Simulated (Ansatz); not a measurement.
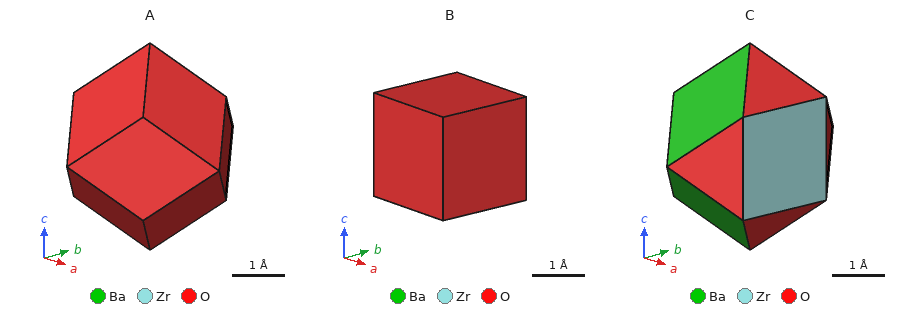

Computed Voronoi cells of the 3 sites of this structure, drawn to one scale and in one orientation; each face has the colour of the neighbour behind it.

BaZrO3, space group Pm-3m (No. 221), a = 4.227 Å, b = 4.227 Å, c = 4.227 Å, α = 90.00°, β = 90.00°, γ = 90.00°

```
site  Wyckoff       x       y       z
  Ba       1a  0.0000  0.0000  0.0000
  Zr       1b  0.5000  0.5000  0.5000
   O       3c  0.0000  0.5000  0.5000
```

Source: coordinates from a relaxation with Ansatz, DFT, PBE, plane waves, PAW.

**Which cell belongs to which site?**

A is Ba (12 faces above 1 % of the solid angle, 18.9 Å³, facing only O); B is Zr (6 faces above 1 % of the solid angle, 9.4 Å³, facing only O); C is O (14 faces above 1 % of the solid angle, 15.7 Å³, facing Ba 33 %, O 33 %, Zr 33 %).
